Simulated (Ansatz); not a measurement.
TiO$_{2}$

```cif
data_structure
_symmetry_space_group_name_H-M 'P 1'
_symmetry_Int_Tables_number 1
_cell_length_a 9.4590
_cell_length_b 2.9585
_cell_length_c 4.9022
_cell_angle_alpha 90.000
_cell_angle_beta 90.000
_cell_angle_gamma 90.000
_cell_volume 137.19
loop_
_atom_site_label
_atom_site_type_symbol
_atom_site_fract_x
_atom_site_fract_y
_atom_site_fract_z
_atom_site_occupancy
Ti1 Ti 0.63690 0.25000 0.56463 1
Ti2 Ti 0.36310 0.75000 0.43537 1
Ti3 Ti 0.86310 0.75000 0.06463 1
Ti4 Ti 0.13690 0.25000 0.93537 1
O1 O 0.47240 0.25000 0.29160 1
O2 O 0.52760 0.75000 0.70840 1
O3 O 0.02760 0.75000 0.79160 1
O4 O 0.97240 0.25000 0.20840 1
O5 O 0.76630 0.25000 0.86350 1
O6 O 0.23370 0.75000 0.13650 1
O7 O 0.73370 0.75000 0.36350 1
O8 O 0.26630 0.25000 0.63650 1
```

Space group Pnma; not relaxed (largest force 0.3 eV/Å).

Theory: Kohn-Sham DFT of a periodic cell, PBE, all-electron PAW datasets made for the crystal (Ansatz).

### Predict the electron localisation function between the atoms.

Ti–O (1.91 Å): the ELF peaks at about 0.80 in the valence shell of O, 0.6 Å from its nucleus, and is about 0.20 at the midpoint (no shared electron pair shows on this line).
Ti–O (2.05 Å): the ELF peaks at about 0.80 in the valence shell of O, 0.6 Å from its nucleus, and is about 0.20 at the midpoint (no shared electron pair shows on this line).

### Metal or insulator at this level of theory?

It is gapped, with a Kohn–Sham gap of 2.5 eV on the k-point mesh (the band edges may lie off the mesh, which would make the gap smaller).

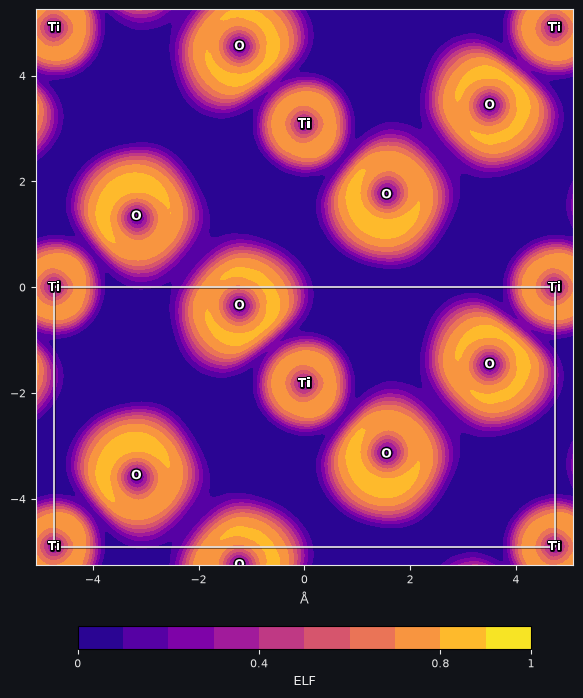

Computed electron localisation function on the (010) plane of the conventional cell. 
